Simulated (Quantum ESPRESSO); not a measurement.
# ZrN: single-point calculation (part 2 of 2)

Continued. System: ZrN (Fm-3m, 2 atoms in the cell). Method: Kohn-Sham DFT of a periodic cell, PBE, SSSP 1.3 efficiency PBE, no spin polarisation (Quantum ESPRESSO 7.5); cutoff 816.34 eV, 10×10×10 k-mesh, fermi-dirac of 0.05 eV. The structure derives from an entry of the Crystallography Open Database.

Geometry of the input (Å; fractional positions):
```
0.0000  2.3000  2.3000
2.3000  0.0000  2.3000
2.3000  2.3000  0.0000
Zr 0.5000  0.5000  0.5000
N  0.0000  0.0000  0.0000
```

**What the program printed, continued**
```
   -31.8475 -10.7319  -9.7060  -9.7060   3.5569  10.0272  11.9944  11.9944
    20.6117  20.6816  20.6816  22.3441  25.2430  25.2430  30.3130

          k = 0.1414 0.0000 0.0000 (  1299 PWs)   bands (ev):

   -31.9656  -9.7276  -9.6483  -9.6483   1.6468  13.6090  14.6633  14.6633
    16.8153  18.0180  18.0180  19.3448  20.0485  21.6306  27.6711

          k = 0.2121 0.0707-0.0707 (  1300 PWs)   bands (ev):

   -31.9391  -9.9452  -9.6840  -9.6639   2.0117  12.5998  13.9336  14.1070
    16.8411  18.6934  18.7172  20.1809  20.8872  23.0441  28.9247

          k = 0.2828 0.1414-0.1414 (  1306 PWs)   bands (ev):

   -31.9001 -10.2596  -9.7169  -9.6915   2.5518  11.6270  12.9454  13.2924
    17.4040  19.5122  19.6059  21.7383  22.2153  24.3149  30.0696

          k = 0.3536 0.2121-0.2121 (  1296 PWs)   bands (ev):

   -31.8635 -10.5357  -9.7348  -9.7315   3.0754  10.7966  12.3108  12.6010
    18.3477  20.4240  20.4884  23.0733  23.3958  25.0561  29.9125

          k =-0.2828-0.4243 0.4243 (  1283 PWs)   bands (ev):

   -31.8434 -10.6801  -9.7681  -9.7308   3.3851  10.3162  12.1148  12.1819
    19.5484  20.6930  20.7876  23.1009  24.7863  25.2996  29.6806

          k =-0.2121-0.3536 0.3536 (  1289 PWs)   bands (ev):

   -31.8477 -10.6492  -9.7864  -9.7067   3.3393  10.3812  12.0900  12.3025
    19.7353  20.2094  20.6024  23.1258  24.6272  25.2343  29.7820

          k =-0.1414-0.2828 0.2828 (  1296 PWs)   bands (ev):

   -31.8748 -10.4539  -9.7779  -9.6714   2.9550  11.0041  12.3373  12.8105
    18.7387  19.1891  20.4812  22.2616  24.0144  24.4551  30.0291

          k =-0.0707-0.2121 0.2121 (  1299 PWs)   bands (ev):

   -31.9140 -10.1593  -9.7423  -9.6382   2.3993  12.0293  12.8997  13.5423
    18.0763  18.2366  19.5348  20.7984  22.9767  23.2306  29.7805

          k = 0.0000-0.1414 0.1414 (  1299 PWs)   bands (ev):

   -31.9502  -9.8798  -9.6838  -9.6199   1.8832  13.2227  13.6901  14.2665
    17.6302  17.6692  18.4765  19.8294  21.3118  21.9713  28.4076

          k = 0.2828 0.0000 0.0000 (  1307 PWs)   bands (ev):

   -31.9212  -9.9903  -9.7352  -9.7352   2.1244  12.0333  14.3168  14.3168
    15.8961  19.5548  19.5548  19.7355  20.7285  24.3735  29.8278

          k = 0.3536 0.0707-0.0707 (  1298 PWs)   bands (ev):

   -31.8893 -10.1952  -9.7808  -9.7783   2.3842  11.6222  13.6689  13.9372
    16.0128  20.1615  20.3195  20.7404  21.5295  25.4173  30.9325

          k = 0.4243 0.1414-0.1414 (  1286 PWs)   bands (ev):

   -31.8554 -10.4150  -9.8403  -9.8035   2.6934  11.3729  12.8110  13.2877
    16.7580  20.9253  20.9705  22.1213  22.6279  25.8635  29.9073

          k =-0.2121-0.4950 0.4950 (  1280 PWs)   bands (ev):

   -31.8326 -10.5511  -9.9165  -9.7952   2.9588  11.0951  12.4282  12.7056
    17.8843  20.9192  21.0879  23.3836  23.7064  25.9609  29.0998

          k =-0.1414-0.4243 0.4243 (  1287 PWs)   bands (ev):

   -31.8299 -10.5629  -9.9723  -9.7589   3.0939  10.8452  12.3432  12.5391
    19.2298  20.1493  20.4765  23.0856  24.9653  26.0301  29.2770

          k =-0.0707-0.3536 0.3536 (  1290 PWs)   bands (ev):

   -31.8481 -10.4629  -9.9692  -9.7079   3.0271  10.8969  12.2562  12.8682
    19.2289  19.5300  20.4645  21.9679  25.2238  25.3043  29.7755

          k = 0.0000-0.2828 0.2828 (  1301 PWs)   bands (ev):

   -31.8803 -10.3095  -9.8823  -9.6617   2.7590  11.3236  12.4520  13.2583
    18.6399  18.7008  20.4612  21.0109  24.2537  24.4049  30.4109

          k = 0.4243 0.0000 0.0000 (  1283 PWs)   bands (ev):

   -31.8661 -10.2610  -9.8416  -9.8416   2.2962  11.7257  14.2616  14.2616
    15.0099  20.2718  21.0489  21.0489  21.5645  26.1119  32.0507

          k = 0.4950 0.0707-0.0707 (  1285 PWs)   bands (ev):

   -31.8393 -10.3823  -9.9104  -9.8767   2.3199  11.9699  13.5792  14.0137
    15.4438  21.0005  21.4971  21.5661  22.2773  26.3217  29.9033

          k =-0.1414-0.5657 0.5657 (  1281 PWs)   bands (ev):

   -31.8193 -10.4433 -10.0328  -9.8734   2.4662  12.1089  12.8619  13.4427
    16.3897  21.3337  21.5140  22.4540  23.0089  26.6188  28.6629

          k =-0.0707-0.4950 0.4950 (  1286 PWs)   bands (ev):

   -31.8137 -10.4114 -10.1712  -9.8328   2.6975  11.6708  12.7802  12.8665
    17.6837  20.6698  20.9773  22.8195  23.9460  27.6259  28.6727

          k =-0.0000-0.4243 0.4243 (  1294 PWs)   bands (ev):

   -31.8248 -10.4068 -10.1601  -9.7698   2.9225  11.1556  12.4459  12.8484
    19.2014  19.9465  20.1922  22.1824  25.0313  27.3795  29.2409

          k = 0.5657 0.0000 0.0000 (  1290 PWs)   bands (ev):

   -31.8214 -10.4438  -9.9268  -9.9268   2.0895  12.4986  14.3893  14.3893
    14.4137  20.7622  21.9053  21.9053  22.3081  26.3216  28.9247

          k =-0.0707-0.6364 0.6364 (  1295 PWs)   bands (ev):

   -31.8084 -10.4703 -10.0002  -9.9356   2.0868  12.8509  13.5157  14.1560
    15.2303  21.3933  21.8447  21.9356  22.6258  26.6095  27.9433

          k = 0.0000-0.5657 0.5657 (  1288 PWs)   bands (ev):

   -31.8055 -10.4072 -10.1480  -9.9001   2.3153  12.6042  12.9420  13.5384
    16.2844  21.3302  21.5536  22.6133  22.7418  27.5650  27.8385

          k =-0.7071 0.0000 0.0000 (  1298 PWs)   bands (ev):

   -31.8043 -10.5060  -9.9592  -9.9592   1.9452  13.0620  14.2064  14.4735
    14.4735  20.9664  22.1074  22.1074  22.4895  26.6013  27.3346

          k = 0.2828 0.1414 0.0000 (  1306 PWs)   bands (ev):

   -31.9099 -10.1211  -9.7761  -9.6766   2.3419  11.8703  13.3593  13.7930
    16.8831  19.2789  19.7642  20.3533  21.9557  24.3565  30.0954

          k = 0.3536 0.2121-0.0707 (  1298 PWs)   bands (ev):

   -31.8735 -10.3513  -9.8516  -9.7067   2.7393  11.2906  12.6631  13.2264
    17.4624  19.9170  20.6460  21.3904  23.2688  25.2734  30.3108

          k =-0.2828-0.4243 0.5657 (  1283 PWs)   bands (ev):

   -31.8438 -10.5392  -9.8876  -9.7464   3.0536  10.8722  12.3028  12.6986
    18.3739  20.6006  20.7057  22.7048  24.2972  25.6656  29.5599

          k =-0.2121-0.3536 0.4950 (  1292 PWs)   bands (ev):

   -31.8324 -10.6105  -9.8959  -9.7658   3.1723  10.7083  12.3336  12.3669
    19.3561  19.8351  21.0545  23.4073  24.7490  25.6669  29.3415

          k = 0.4243 0.1414-0.0000 (  1298 PWs)   bands (ev):

   -31.8599 -10.3233  -9.8890  -9.7986   2.4979  11.5854  13.3845  13.5501
    16.2124  20.7450  20.8883  21.2506  22.4318  26.0383  30.6784

          k =-0.2121-0.4950 0.6364 (  1286 PWs)   bands (ev):

   -31.8330 -10.4309  -9.9795  -9.8373   2.6481  11.6382  12.7758  13.1726
    16.9656  20.8839  21.3466  21.9624  23.5766  26.3985  29.2829

          k =-0.1414-0.4243 0.5657 (  1285 PWs)   bands (ev):

   -31.8189 -10.4722 -10.0589  -9.8452   2.7944  11.4804  12.6270  12.7920
    18.0473  20.0078  21.4811  22.9169  24.0170  26.9967  28.9303

          k =-0.0707-0.3536 0.4950 (  1286 PWs)   bands (ev):

   -31.8232 -10.4499 -10.0908  -9.8065   2.8853  11.2598  12.5035  12.8014
    18.9162  19.4415  21.0947  22.4454  24.6545  27.1154  29.1895

          k = 0.0000-0.2828 0.4243 (  1286 PWs)   bands (ev):

   -31.8440 -10.4090 -10.0115  -9.7491   2.8700  11.1839  12.4521  13.0223
    18.0889  20.4991  20.5053  21.6597  24.4774  26.0805  29.7067

          k =-0.1414-0.5657 0.7071 (  1282 PWs)   bands (ev):

   -31.8195 -10.4296  -9.9793  -9.9241   2.2809  12.3751  13.4455  13.5491
    15.8640  21.2624  21.5794  21.8618  22.8962  26.5440  28.8197

          k =-0.0707-0.4950 0.6364 (  1283 PWs)   bands (ev):

   -31.8081 -10.4005 -10.1090  -9.9331   2.4008  12.4584  12.9065  13.2462
    16.7491  20.6507  21.9136  22.2208  23.2604  27.4076  28.4357

          k =-0.0000-0.4243 0.5657 (  1283 PWs)   bands (ev):

   -31.8095 -10.2909 -10.2779  -9.8816   2.6332  11.8495  12.8671  12.8741
    17.9583  19.7590  21.5893  22.4899  23.8501  28.6786  28.7329

          k =-0.7071 0.1414 0.0000 (  1294 PWs)   bands (ev):

   -31.8041 -10.4558 -10.0135  -9.9800   2.1332  12.9977  13.4098  13.5882
    15.7808  21.3828  21.6432  22.1111  22.7966  27.1576  27.6065

          k =-0.1414-0.4243 0.7071 (  1281 PWs)   bands (ev):

   -31.8148 -10.3840 -10.1145  -9.9057   2.6207  11.8947  12.7609  12.9727
    17.7383  19.9017  21.7427  22.0872  23.9612  27.5475  29.0793

          k =-0.0707-0.3536 0.6364 (  1274 PWs)   bands (ev):

   -31.8079 -10.3294 -10.1898  -9.9457   2.6124  11.9568  12.8392  12.8707
    18.6819  18.7845  21.9204  22.3986  23.6961  28.6630  28.9249

          k =-0.7071 0.2828 0.0000 (  1278 PWs)   bands (ev):

   -31.8037 -10.3224 -10.1535 -10.0134   2.4628  12.4220  12.9002  12.9744
    17.6326  19.6595  22.1170  22.1256  23.3963  28.5455  28.6436

     the Fermi energy is    17.6748 ev

!    total energy              =    -119.60202314 Ry
     estimated scf accuracy    <          1.1E-10 Ry
     smearing contrib. (-TS)   =      -0.00047067 Ry
     internal energy E=F+TS    =    -119.60155247 Ry

     The total energy is F=E-TS. E is the sum of the following terms:
     one-electron contribution =      -5.33334043 Ry
     hartree contribution      =      13.28282249 Ry
     xc contribution           =     -23.37103850 Ry
     ewald contribution        =    -104.17999603 Ry

     convergence has been achieved in  11 iterations

     negative rho (up, down):  6.256E-02 0.000E+00

     Forces acting on atoms (cartesian axes, Ry/au):

     atom    1 type  1   force =    -0.00000000    0.00000000    0.00000000
     atom    2 type  2   force =     0.00000000    0.00000000    0.00000000

     Total force =     0.000000     Total SCF correction =     0.000000

     Computing stress (Cartesian axis) and pressure

     negative rho (up, down):  6.256E-02 0.000E+00
          total   stress  (Ry/bohr**3)                   (kbar)     P=      -13.61
  -0.00009255   0.00000000  -0.00000000          -13.61        0.00       -0.00
  -0.00000000  -0.00009255  -0.00000000           -0.00      -13.61       -0.00
  -0.00000000  -0.00000000  -0.00009255           -0.00       -0.00      -13.61

=------------------------------------------------------------------------------=
   JOB DONE.
=------------------------------------------------------------------------------=
```

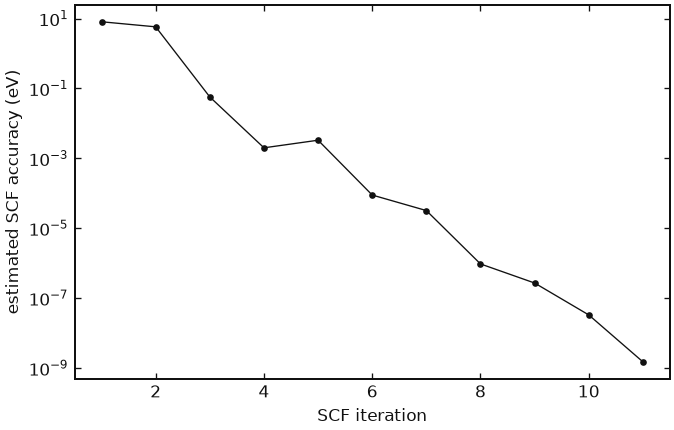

Figure 1. Convergence of the self-consistent field: estimated SCF accuracy against the iteration. The field takes 11 iterations in all.

**Summary**

```csv
quantity,value
outcome,converged
space group (tolerance 0.01 Å),Fm-3m (225)
electrons treated,17
free energy,−1627.2684 eV
Fermi energy,17.675 eV
gap on the k-point mesh,none (metallic)
pressure,−1.36 GPa
largest force (length of the vector),under 0.001 eV/Å
wall time,21 s
peak memory,0.17 GiB
```

Notes on the run: negative rho. The cell holds an odd number of electrons but the run has no spin polarisation, so it comes out as a metal.
